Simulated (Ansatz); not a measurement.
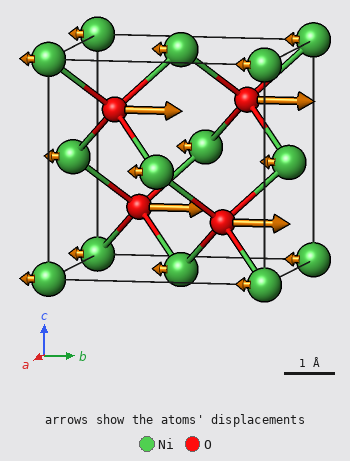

The lowest optical mode of a crystal of NiO (a generated structure), space group F-43m (No. 216), at the zone centre. The orange arrows give the relative displacements of the atoms. Style: ball-and-stick. Shown: the conventional cell (4 times the calculation's cell), slightly off an axis. Lengths and directions refer to the drawn axes.

Computed with DFT PBE, scalar-relativistic, plane waves, PAW in Ansatz 0.2.0. (plane-wave cutoff 420 eV; k-point mesh 22 × 22 × 22; occupations gaussian; smearing width 0.2 eV; collinear spin)

The frequencies depend somewhat on the k-mesh and the smearing.

Is the structure stable against all modes at this point?

Answer. Yes: this softest mode has a real frequency, and so have all others here. That speaks for this wave vector alone: the rest of the zone wasn't checked in this run. This is the T₂ mode (triply degenerate; one member of the set is drawn) at 49.7 meV, the only optical level, infrared- and Raman-active by symmetry. The O sublattice moves against the Ni sublattice, along b; the kinetic energy is shared as O 79 %, Ni 21 %. The crystal is a metal, so free carriers screen the infrared response.
